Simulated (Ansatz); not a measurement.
# Dielectric response of PbF2 (111) films

Aim: the electronic and static ε of fluorite PbF2 (111) from films of three thicknesses in a field.

Program: Ansatz 0.2.0. Level of theory: plane-wave DFT, PBEsol, Ansatz PAW. Results are calculated unless marked as measured.

## (1) The starting structure

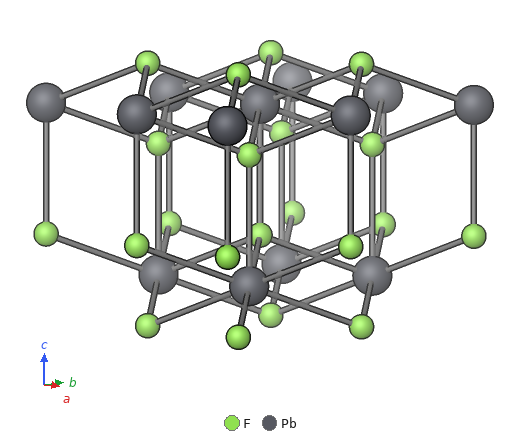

Start, viewed from the side, with the c axis up; fluorine green, lead dark grey. 2×2×1 cells are drawn. Some periodic images of atoms are drawn too.

The cell holds 6 atoms: 4 F and 2 Pb. Cell: a = 4.200 Å, b = 4.200 Å, c = 23.144 Å, α = 90.0°, β = 90.0°, γ = 120.0°. It derives from PbF2 (fluorite PbF2). Vacuum lies along c.

## (2) Relaxation, 6 atoms, units 2

The structure is relaxed first, because levels and dipoles at a surface follow the positions of the outer atoms.

File input.yaml:

```yaml
crystal:
  lattice:
    - [4.20021428, 0.0, 0.0]
    - [-2.10010714, 3.63749227, 0.0]
    - [0.0, 0.0, 23.1441908985]
  atoms:
    - { symbol: F, position: [0.66666667, 0.33333333, 0.388866478] }
    - { symbol: Pb, position: [0.33333333, 0.66666667, 0.4259109853] }
    - { symbol: F, position: [0.0, 0.0, 0.4629554927] }
    - { symbol: F, position: [0.33333333, 0.66666667, 0.5370445073] }
    - { symbol: Pb, position: [0.0, 0.0, 0.5740890147] }
    - { symbol: F, position: [0.66666667, 0.33333333, 0.611133522] }
kpoints:
  mp_grid: { grid: [6, 6, 1] }
hamiltonian:
  xc: pbesol
scf:
  occupations: { method: fixed }
  convergence: { dr2_threshold: 1.0e-09 }
efield:
  axis: 3
  dipole_correction: true
  ramp_position: 0.97
  ramp_width: 0.06
relax:
  f_tol: 0.003
  max_steps: 100
output:
  eigenvalues: true
  write_potential: true
  write_density: true
  volumetric_format: npy
```

Command:

```
$ ansatz run input.yaml --threads 4 --pin off --max-ram 6144MiB --backend cpu --events-out ev --progress --plain --runs-dir out
```

Numbers of over 12 decimals in the logs are rounded to 6 here.

The program printed:

```text
Engine: ansatz 0.2.0, aarch64-unknown-linux-gnu
Pseudopotentials: kind: paw
Pseudopotential: F, paw, valence charge 7, recommended cutoff 420 eV (normal), F.paw.azcp
Pseudopotential: Pb, paw, valence charge 14, recommended cutoff 420 eV (normal), Pb.paw.azcp
Functional definition: PBEsol
  exchange = pbesol_x
  correlation = pbesol_c
Crystal: 6 atoms, lattice volume = 353.603 Å³
Basis set: ecut = 420 eV, 6815 PW (Γ), exchange–correlation on 60×60×320 points (8 copies of the dense FFT grid, shifted against one another)
Bands: 34, of which v1, the nominal top of the filled ones, is band 28 counted from 1 (27 counted from 0)
Symmetry: 6 space group operations
k-points: 7 of 36 (time reversal used)
Non-local potential: F, projectors of the file, l = 0: 2, l = 1: 2, l = 2: 1
Non-local potential: Pb, projectors of the file, l = 0: 2, l = 1: 2, l = 2: 2, l = 3: 2
PAW form: soft (Blöchl's): semilocal exchange-correlation on the pseudo side does not see the compensation charge
PAW frozen core: F, regenerated for the run's functional, and the local potential with it (the file was generated under x = pbe(κ = 0.804, μ = 0.219515), c = pbe(β = 0.066725))
PAW frozen core: Pb, regenerated for the run's functional, and the local potential with it (the file was generated under x = pbe(κ = 0.804, μ = 0.219515), c = pbe(β = 0.066725))
PAW one-centre angular grid: F, 110 points (default); XC on 64 Gauss nodes
PAW one-centre angular grid: Pb, 590 points (default); XC on 64 Gauss nodes
Initial density: superposition of atomic densities (neutral atoms: chi_scale 0, normalization atom), corrected by the library's trained network
Initial wavefunctions: pseudopotential atomic-orbital guess
Functional: x = pbesol(κ = 0.804, μ = 0.123457), c = pbesol(β = 0.046)
SCF iter   1: F=—  HF=-26713.921503 eV  |F-HF|=—  |Δ(HF+E_count)|=         —  Δρ=7.46e-3  dr2=1.35e-1  ethr=1.77e-3  p=0.000 e·Å  D=4.47e-14 V/Å  ΔV_dip=-0.00 eV  dr2_dipole=2.54e-8  V_vac-E_F(+/−)=7.06/7.06 eV  ⟨swp⟩=5.4  Hψ=942  notcnv=0  defer=27
efield: sawtooth ramp at fractional position 0.9700 (set: `efield.ramp_position`, or a place that a band, a saddle search or an elastic batch's reference lends), width 0.0600; the density the first Hamiltonian is built on has a dipole p = 0.000 e·Å; the dipole correction subtracts the counter field D = 4.47e-14 V/Å, which shifts the + side's vacuum level by -0.00 eV against the − side's; the planar-averaged density in the ramp window peaks in size at 8.4e-7 e/Å³
preconditioner: auto → Resta (q_TF=auto, 2.007 Å⁻¹)  ε∞=1.9  [insulator: Δε(μ)=4.092 eV  Ē_g=15.331 eV  n_scr=56 (ndim 8)  ℏωp=14.8 eV  f_vac=0.685  ε∞_Penn≈1.9  vacuum switching on, ρ_ref=1.7e-2 e/Å³]
SCF iter   2: F=—  HF=-26713.897288 eV  |F-HF|=—  |Δ(HF+E_count)|=   2.42e-2  Δρ=3.75e-3  dr2=3.03e-2  ethr=2.40e-4  p=-0.000 e·Å  D=-4.47e-5 V/Å  ΔV_dip=0.00 eV  dr2_dipole=3.94e-8  V_vac-E_F(+/−)=7.28/7.28 eV  ⟨swp⟩=2.6  Hψ=508  notcnv=0  defer=28
density mixer auto → msr1: gapped (density of states about μ 0.00 of a free-electron gas's, 56 screened modes)
SCF iter   3: F=—  HF=-26713.889310 eV  |F-HF|=—  |Δ(HF+E_count)|=   7.98e-3  Δρ=3.28e-4  dr2=4.25e-4  ethr=5.40e-5  p=-0.000 e·Å  D=-1.04e-5 V/Å  ΔV_dip=0.00 eV  dr2_dipole=1.26e-9  V_vac-E_F(+/−)=7.19/7.19 eV  ⟨swp⟩=2.1  Hψ=408  notcnv=0  defer=27
SCF iter   4: F=—  HF=-26713.889525 eV  |F-HF|=—  |Δ(HF+E_count)|=   2.15e-4  Δρ=1.11e-4  dr2=3.97e-5  ethr=7.59e-7  p=0.000 e·Å  D=5.43e-6 V/Å  ΔV_dip=-0.00 eV  dr2_dipole=2.56e-10  V_vac-E_F(+/−)=7.17/7.17 eV  ⟨swp⟩=2.1  Hψ=410  notcnv=0  defer=28
SCF iter   5: F=—  HF=-26713.889541 eV  |F-HF|=—  |Δ(HF+E_count)|=   1.64e-5  Δρ=7.94e-5  dr2=1.80e-5  ethr=7.08e-8  p=0.000 e·Å  D=2.76e-7 V/Å  ΔV_dip=-0.00 eV  dr2_dipole=4.67e-13  V_vac-E_F(+/−)=7.17/7.17 eV  ⟨swp⟩=2.0  Hψ=420  notcnv=0  defer=23
SCF iter   6: F=—  HF=-26713.889540 eV  |F-HF|=—  |Δ(HF+E_count)|=   8.25e-7  Δρ=2.86e-5  dr2=2.49e-6  ethr=3.21e-8  p=-0.000 e·Å  D=-6.75e-7 V/Å  ΔV_dip=0.00 eV  dr2_dipole=1.21e-11  V_vac-E_F(+/−)=7.16/7.16 eV  ⟨swp⟩=2.0  Hψ=408  notcnv=0  defer=14
SCF iter   7: F=—  HF=-26713.889301 eV  |F-HF|=—  |Δ(HF+E_count)|=   2.40e-4  Δρ=7.16e-6  dr2=1.25e-7  ethr=4.45e-9  p=0.000 e·Å  D=2.38e-7 V/Å  ΔV_dip=-0.00 eV  dr2_dipole=9.67e-13  V_vac-E_F(+/−)=7.16/7.16 eV  ⟨swp⟩=2.1  Hψ=302  notcnv=0  defer=13
SCF iter   8: F=—  HF=-26713.889301 eV  |F-HF|=—  |Δ(HF+E_count)|=   4.21e-7  Δρ=1.27e-6  dr2=5.99e-9  ethr=2.24e-10  p=-0.000 e·Å  D=-5.54e-7 V/Å  ΔV_dip=0.00 eV  dr2_dipole=4.90e-12  V_vac-E_F(+/−)=7.16/7.16 eV  ⟨swp⟩=2.0  Hψ=324  notcnv=0  defer=13
iter 9 did not close the SCF: its close was put off until two iterations running show no level that it waits for move by more than its bar (scf_convergence_deferred on its scf_iter line)
SCF iter   9: F=-26713.889301 eV  HF=-26713.889301 eV  |F-HF|=3.42e-10  |Δ(HF+E_count)|=   2.11e-8  Δρ=2.73e-7  dr2=2.97e-10  ethr=1.79e-12  p=0.000 e·Å  D=2.47e-7 V/Å  ΔV_dip=-0.00 eV  dr2_dipole=9.10e-13  V_vac-E_F(+/−)=7.16/7.16 eV  ⟨swp⟩=15.3  Hψ=1949  notcnv=0
iter 10 did not close the SCF: its close was put off until two iterations running show no level that it waits for move by more than its bar (scf_convergence_deferred on its scf_iter line)
SCF iter  10: F=-26713.889301 eV  HF=-26713.889301 eV  |F-HF|=1.56e-10  |Δ(HF+E_count)|=  5.02e-10  Δρ=2.88e-7  dr2=2.25e-10  ethr=1.00e-12  p=-0.000 e·Å  D=-4.24e-7 V/Å  ΔV_dip=0.00 eV  dr2_dipole=2.19e-12  V_vac-E_F(+/−)=7.16/7.16 eV  ⟨swp⟩=5.7  Hψ=1422  notcnv=0
SCF iter  11: F=-26713.889301 eV  HF=-26713.889301 eV  |F-HF|=0.00e0  |Δ(HF+E_count)|=  6.55e-11  Δρ=8.04e-8  dr2=2.36e-11  ethr=1.00e-12  p=-0.000 e·Å  D=-6.99e-8 V/Å  ΔV_dip=0.00 eV  dr2_dipole=1.41e-13  V_vac-E_F(+/−)=7.16/7.16 eV  ⟨swp⟩=6.3  Hψ=1361  notcnv=0
SCF 1 converged in 11 iterations: F = -26713.889301 eV  dr2 = 2.36e-11
  greatest PAW one-centre occupation: 0.984 electrons in one spin orbital (limit 2), on the Pb atom at site 1 (counted from 0), in its partial waves of l = 2
relax step   1: F+E_penalty+E_count = -26713.88930130 eV  Δ(F+E_penalty+E_count) = +0.000e0 eV  max|allowed force component| = 3.759e-1 eV/Å  Δτ_max = 0.0000 Å  (11 SCF iters, accepted)
Initial density: handed on by an earlier stage of this run
Initial wavefunctions: those handed on with the density
iter 1 solved again at ethr=4.45e-4 eV; its pass at ethr=3.10e-3 eV (dr2=2.49e-1 eV) is discarded
[...]
relax step   3: F+E_penalty+E_count = -26713.97409437 eV  Δ(F+E_penalty+E_count) = +5.179e-2 eV  max|allowed force component| = 1.141e0 eV/Å  Δτ_max = 0.1967 Å  (11 SCF iters, rejected (line search))
[...]
relax step   4: F+E_penalty+E_count = -26714.07060489 eV  Δ(F+E_penalty+E_count) = -4.472e-2 eV  max|allowed force component| = 6.521e-2 eV/Å  Δτ_max = 0.0959 Å  (12 SCF iters, accepted)
[...]
relax step   5: F+E_penalty+E_count = -26714.07254704 eV  Δ(F+E_penalty+E_count) = -1.942e-3 eV  max|allowed force component| = 2.665e-2 eV/Å  Δτ_max = 0.0287 Å  (8 SCF iters, accepted)
[...]
relax step   6: F+E_penalty+E_count = -26714.07275033 eV  Δ(F+E_penalty+E_count) = -2.033e-4 eV  max|allowed force component| = 5.134e-3 eV/Å  Δτ_max = 0.0050 Å  (8 SCF iters, accepted)
SCF iter   1: F=—  HF=-26714.072994 eV  |F-HF|=—  |Δ(HF+E_count)|=         —  Δρ=2.66e-5  dr2=6.42e-6  ethr=8.36e-8  p=0.000 e·Å  D=1.99e-7 V/Å  ΔV_dip=-0.00 eV  dr2_dipole=3.86e-12  V_vac-E_F(+/−)=6.44/6.44 eV  ⟨swp⟩=2.0  Hψ=455  notcnv=0  defer=12
efield: sawtooth ramp at fractional position 0.9700 (set: `efield.ramp_position`, or a place that a band, a saddle search or an elastic batch's reference lends), width 0.0600; the density the first Hamiltonian is built on has a dipole p = 0.000 e·Å; the dipole correction subtracts the counter field D = 1.99e-7 V/Å, which shifts the + side's vacuum level by -0.00 eV against the − side's; the planar-averaged density in the ramp window peaks in size at 1.4e-7 e/Å³
preconditioner: auto → Resta (q_TF=auto, 2.007 Å⁻¹)  ε∞=1.9  [insulator: Δε(μ)=4.524 eV  Ē_g=15.648 eV  n_scr=56 (ndim 8)  ℏωp=14.8 eV  f_vac=0.696  ε∞_Penn≈1.9  vacuum switching on, ρ_ref=1.8e-2 e/Å³]
SCF iter   2: F=—  HF=-26714.072987 eV  |F-HF|=—  |Δ(HF+E_count)|=   6.21e-6  Δρ=2.19e-5  dr2=1.26e-6  ethr=1.15e-8  p=-0.000 e·Å  D=-3.65e-7 V/Å  ΔV_dip=0.00 eV  dr2_dipole=2.44e-13  V_vac-E_F(+/−)=6.44/6.44 eV  ⟨swp⟩=2.9  Hψ=450  notcnv=0  defer=3  κ⁻¹=1.0e0(r=1)
density mixer auto → broyden: gapped, where msr1 would fit the directions that read negative (density of states about μ 0.00 of a free-electron gas's, 56 screened modes)
SCF iter   3: F=—  HF=-26714.072754 eV  |F-HF|=—  |Δ(HF+E_count)|=   2.34e-4  Δρ=9.10e-6  dr2=3.21e-7  ethr=2.25e-9  p=-0.000 e·Å  D=-2.44e-7 V/Å  ΔV_dip=0.00 eV  dr2_dipole=1.14e-13  V_vac-E_F(+/−)=6.44/6.44 eV  ⟨swp⟩=2.4  Hψ=402  notcnv=0  defer=3  κ⁻¹=9.0e-2(r=2)
SCF iter   4: F=—  HF=-26714.072754 eV  |F-HF|=—  |Δ(HF+E_count)|=   5.37e-8  Δρ=3.10e-6  dr2=2.32e-8  ethr=5.73e-10  p=-0.000 e·Å  D=-3.30e-7 V/Å  ΔV_dip=0.00 eV  dr2_dipole=7.99e-14  V_vac-E_F(+/−)=6.43/6.43 eV  ⟨swp⟩=2.0  Hψ=295  notcnv=0  defer=3  κ⁻¹=1.2e-2(r=3)
SCF iter   5: F=—  HF=-26714.072754 eV  |F-HF|=—  |Δ(HF+E_count)|=   1.81e-9  Δρ=9.72e-7  dr2=1.93e-9  ethr=4.15e-11  p=-0.000 e·Å  D=-2.52e-7 V/Å  ΔV_dip=0.00 eV  dr2_dipole=1.26e-14  V_vac-E_F(+/−)=6.43/6.43 eV  ⟨swp⟩=2.0  Hψ=308  notcnv=0  defer=3  κ⁻¹=3.7e-4(r=4)
iter 6 did not close the SCF: its close was put off until two iterations running show no level that it waits for move by more than its bar (scf_convergence_deferred on its scf_iter line)
SCF iter   6: F=-26714.072754 eV  HF=-26714.072754 eV  |F-HF|=2.04e-10  |Δ(HF+E_count)|=   1.26e-9  Δρ=3.32e-7  dr2=2.24e-10  ethr=1.79e-12  p=-0.000 e·Å  D=-2.99e-7 V/Å  ΔV_dip=0.00 eV  dr2_dipole=8.71e-14  V_vac-E_F(+/−)=6.43/6.43 eV  ⟨swp⟩=10.7  Hψ=1576  notcnv=0  κ⁻¹=1.1e-4(r=5)
iter 7 did not close the SCF: its close was put off until two iterations running show no level that it waits for move by more than its bar (scf_convergence_deferred on its scf_iter line)
SCF iter   7: F=-26714.072754 eV  HF=-26714.072754 eV  |F-HF|=9.46e-11  |Δ(HF+E_count)|=  1.96e-10  Δρ=1.22e-7  dr2=2.32e-11  ethr=1.00e-12  p=-0.000 e·Å  D=-2.28e-7 V/Å  ΔV_dip=0.00 eV  dr2_dipole=2.33e-15  V_vac-E_F(+/−)=6.43/6.43 eV  ⟨swp⟩=6.3  Hψ=1386  notcnv=0  κ⁻¹=2.7e-6(r=6)
SCF iter   8: F=-26714.072754 eV  HF=-26714.072754 eV  |F-HF|=4.37e-11  |Δ(HF+E_count)|=  5.82e-11  Δρ=2.46e-8  dr2=1.24e-12  ethr=1.00e-12  p=-0.000 e·Å  D=-2.45e-7 V/Å  ΔV_dip=0.00 eV  dr2_dipole=4.40e-15  V_vac-E_F(+/−)=6.43/6.43 eV  ⟨swp⟩=5.7  Hψ=1207  notcnv=0
SCF 7 converged in 8 iterations: F = -26714.072754 eV  dr2 = 1.24e-12
relax step   7: F+E_penalty+E_count = -26714.07275381 eV  Δ(F+E_penalty+E_count) = -3.478e-6 eV  max|allowed force component| = 1.371e-4 eV/Å  Δτ_max = 0.0006 Å  (8 SCF iters, accepted)
WARN: The output density's exchange-correlation potential varies sharply where the density is thin. Do not read a vacuum level from v_tot or v_xc, or from such a field of the output density. On a cell that repeats whose density bears no net charge and no dipole along the vacuum's axis use v_es (v_loc + v_h of the components); under efield.dipole_correction with no amplitude use v_es + v_field, which holds any externa [...]
SCF converged after 8 iterations
Stability not checked: this state was not tested for a lower state beside it, because the mixer in use, unlike msr1, does not test its closes by its own steps (another_mixer; see scf.mixing.algorithm and scf.lower_state_search)
Free energy (F): -26714.072754 eV
Harris-Foulkes:  -26714.072754 eV  (|F-HF|=4.37e-11)
Internal energy: -26714.072754 eV  (E = F + TS)
E sigma→0 (E₀):  -26714.072754 eV
Fermi energy:    -3.079052 eV
Dipole field:    D = -0.000000 V/Å  (p = -0.000000 e·Å, saw-weighted, corrected)
Work function:   Φ+ = 6.4346 eV   Φ− = 6.4346 eV
Levels:          The Fermi level and band energies are counted from a zero that moves with the ramp; work functions are not
--- Per-component energies (eV) ---
  E_band       = -703.542654
  E_kinetic    = 1394.194643
  E_local      = -44167.261731  (includes V_loc(G=0)·N_el)
  E_nonlocal   = 999.831298
  E_hartree    = 21330.295923
  E_xc         = -753.236664
  E_vxc        = -671.208273  (∫ρ·V_xc dr)
  E_paw        = -21277.519068  (= ΣΔE_a)
  E_vpaw       = -919.698631  (= ΣTr[D̂ρ^β])
  E_aug_tail   = 0.008172  (compensation charges beyond the density's cutoff)
  E_efield     = 0.000000  (sawtooth field / dipole correction)
  E_vefield    = -0.000000  (∫n·V_field dr)
  E_ewald      = 15759.320669
  E_core_change = 0.294004  (= ΣΔE_core)
  E_smearing   = -0.000000  (= −TS)
  E_closure    = -0.000000  (closes the sum)
  Σ components = -26714.072754   (vs F -26714.072754, Δ=0.00e0)
--- Forces (eV/Å), atoms counted from 1 ---
  atom   1  F      0.00000000    -0.00000000     0.00011976
  atom   2  Pb     0.00000000     0.00000000    -0.00012913
  atom   3  F      0.00000000     0.00000000     0.00001107
  atom   4  F      0.00000000    -0.00000000    -0.00001829
  atom   5  Pb     0.00000000    -0.00000000     0.00013708
  atom   6  F      0.00000000     0.00000000    -0.00012044
  max |Σ_I F_I| component: 4.64e-8 eV/Å
--- Band table (eV; the first three rows and the last of 7) ---
  k-point 0: bands = [... 24 lower, -5.1685, -4.8058, -4.7933, -4.2570, 1.4448, 1.9656, 3.2831, 3.6697, ... 2 higher]
  k-point 1: bands = [... 24 lower, -4.8533, -4.7457, -4.4585, -3.9414, 1.6311, 1.9719, 2.9239, 3.6652, ... 2 higher]
  k-point 2: bands = [... 24 lower, -4.7571, -4.6359, -3.6772, -3.3767, 1.6292, 2.2389, 2.4011, 3.4166, ... 2 higher]
  k-point 6: bands = [... 24 lower, -4.6717, -4.5365, -3.0791, -3.0791, 2.5765, 2.5765, 2.9625, 3.0095, ... 2 higher]
--- Relaxed structure (7 steps of the walk, 6 accepted, 0 SCFs on fresh bases) ---
  F+E_penalty+E_count = -26714.07275381 eV   max|allowed force component| = 1.371e-4 eV/Å
  atoms:
    - { symbol: F, position: [0.666667, 0.333333, 0.402956] }
    - { symbol: Pb, position: [0.333333, 0.666667, 0.428892] }
    - { symbol: F, position: [0, 0, 0.469877] }
    - { symbol: F, position: [0.333333, 0.666667, 0.530123] }
    - { symbol: Pb, position: [0, 0, 0.571108] }
    - { symbol: F, position: [0.666667, 0.333333, 0.597044] }
```

Wall time 35 s (4 threads of Arm Neoverse N1, shared host); peak memory 0.7 GiB.

Step by step:

```
step  energy less that of the first step (eV)  largest force component (eV/Å)
   1                                   0.0000                          0.3759
   2                                  -0.1366                          0.4377
   3                                  -0.0848                          1.1407
   4                                  -0.1813                          0.0652
   5                                  -0.1832                          0.0267
   6                                  -0.1834                          0.0051
   7                                  -0.1835                          0.0001
```

Relaxation step 3 was tried and not accepted.

Forces are held to the 6 operations that the run works with; a distortion that breaks them can't arise in this run.

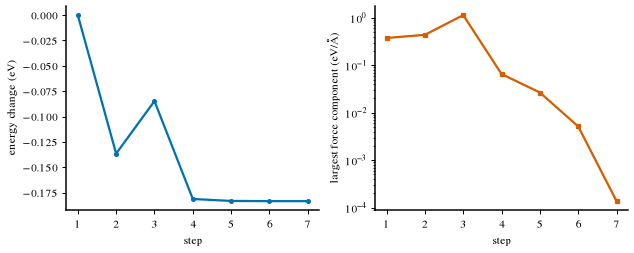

Energy and largest force along the relaxation.

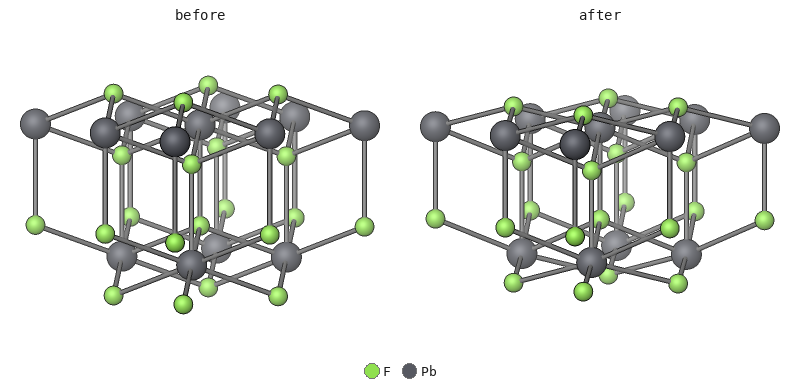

Before and after, at one scale.

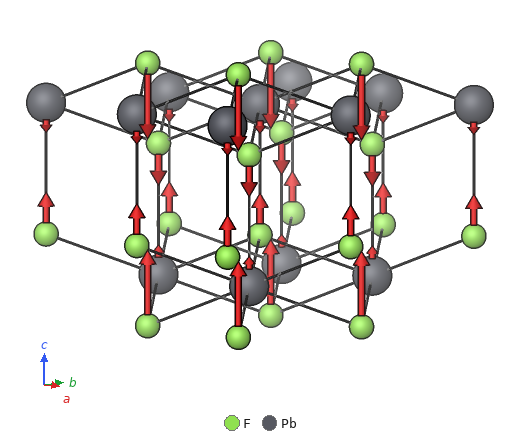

Displacements in the relaxation, exaggerated; the longest in the cell stands for 0.33 Å. 2×2×1 cells are drawn. Some periodic images of atoms are drawn too.

The atoms that moved most (Å):

```
atom     dx     dy      dz  length
  F6  0.000  0.000  -0.326   0.326
  F1  0.000  0.000   0.326   0.326
  F3  0.000  0.000   0.160   0.160
  F4  0.000  0.000  -0.160   0.160
 Pb5  0.000  0.000  -0.069   0.069
 Pb2  0.000  0.000   0.069   0.069
```

Final coordinates:

```xyz
6
Lattice="4.2002 0.0000 0.0000 -2.1001 3.6375 0.0000 0.0000 0.0000 23.1442" Properties=species:S:1:pos:R:3
F     2.1001    1.2125    9.3261
Pb    0.0000    2.4250    9.9264
F     0.0000    0.0000   10.8749
F     0.0000    2.4250   12.2693
Pb    0.0000    0.0000   13.2178
F     2.1001    1.2125   13.8181
```

Numbers from this step:

```yaml
gap_on_the_k_mesh: 4.524 eV
dipole_along_the_normal: -3.48e-7 e·Å
ionisation_energy_upper_face: 6.435 eV
electron_affinity_upper_face: 1.911 eV
```

Running mean over 3.429 Å of the planar mean; the ramp of the sawtooth is left out. Table of electron's electrostatic potential energy less the highest filled level by z:

```
z (Å)  electron's electrostatic potential energy less the highest filled level (eV)
    4                                                                          6.43
    6                                                                          6.43
    8                                                                          3.56
   10                                                                        -0.936
   12                                                                         -1.67
   14                                                                       -0.0253
   16                                                                          6.11
   18                                                                          6.43
   20                                                                          6.43
```

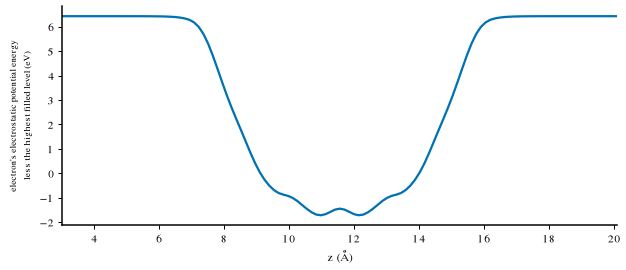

Electron's electrostatic potential energy less the highest filled level against z.

The relaxation took 7 steps and lowered the energy by 0.18 eV; the largest force on the free atoms ends at 1.4e-4 eV/Å.

The gap is 4.52 eV, with the valence edge 6.43 eV and the conduction edge 1.91 eV under the upper vacuum level.

(Part 1 of 4 ends here.)

[Logs are printed without paths, hosts, clocks, repeated set-up lines and the standing remarks that a program may print on its own settings, such as how far it seeks lower states.]

[Hosts, paths, dates, database ids (printed as entryN), source tags and the programs' standing remarks are cut or masked in the printed files.]

[Maps of the electrostatic potential energy from Ansatz leave out the sawtooth potential of an applied field or a dipole correction, so their vacuum need not be flat; planar profiles and work functions include it.]
